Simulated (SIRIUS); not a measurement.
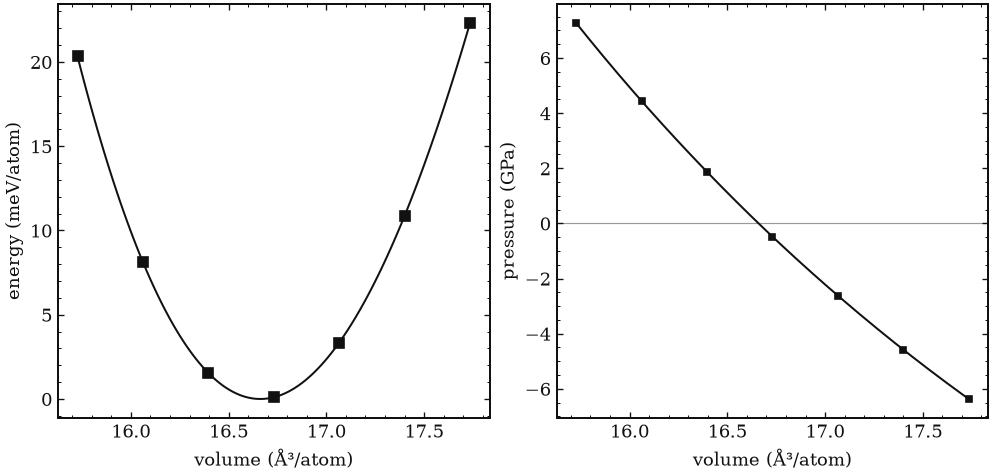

The plot gives the computed energy and pressure against volume for Ti, space group Fm-3m (No. 225).

Structure:
```xyz
1
Lattice="0.0000 2.0300 2.0300 2.0300 0.0000 2.0300 2.0300 2.0300 0.0000" Properties=species:S:1:pos:R:3 pbc="T T T"
Ti    0.0000    0.0000    0.0000
```

Computed with SIRIUS 7.12.0: plane-wave DFT, no spin polarisation; energies at scaled volumes of the given cell, shape and fractions fixed, counted from the fit's minimum, third-order Birch-Murnaghan fit. Level: PBEsol.

```tsv
setting	value
k mesh	11×11×11
occupations	Fermi–Dirac
smearing width	0.05 eV
potentials	dojo sr pbesol 0.4.1 standard
wave cutoff	1152 eV
density cutoff	4606 eV
```

Give the values behind the plot as a table.

| volume (Å³/atom) | energy (meV/atom) | pressure (GPa) |
| --- | --- | --- |
| 15.73 | 20.33 | 7.27 |
| 16.06 | 8.12 | 4.44 |
| 16.40 | 1.54 | 1.87 |
| 16.73 | 0.10 | −0.48 |
| 17.07 | 3.34 | −2.62 |
| 17.40 | 10.87 | −4.58 |
| 17.73 | 22.31 | −6.37 |
